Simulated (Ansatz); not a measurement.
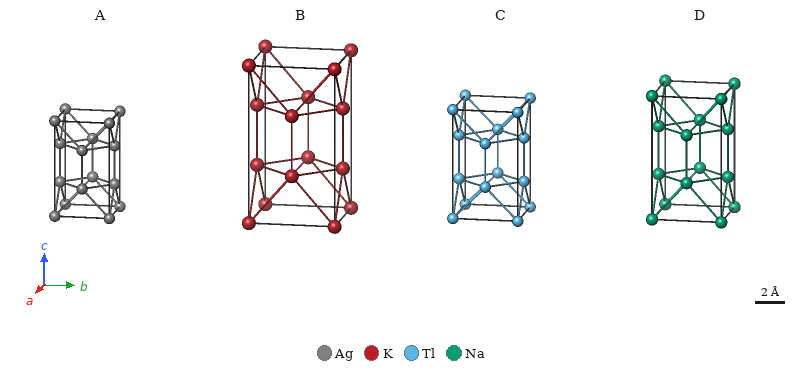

One structure type (space group Cmmm for the parent) with different elements on its sites, each relaxed in cell and atoms to zero pressure (within 0.1 GPa). The picture is a ball-and-stick view of the cell of the calculation, seen slightly off an axis.

Computed with DFT PBEsol, scalar-relativistic, plane waves, PAW (Ansatz). Settings: plane-wave cutoff 420 eV; occupations gaussian; smearing width 0.1 eV; no spin polarisation. The k-mesh is chosen for each cell (10×10×6, 6×6×4, 8×8×6, 8×8×4).

Question: Give the formulas, and rank the crystals by volume per atom, smallest first.

Answer: A = Ag (19.8 Å³), C = Tl (32.0 Å³), D = Na (41.3 Å³), B = K (81.0 Å³).
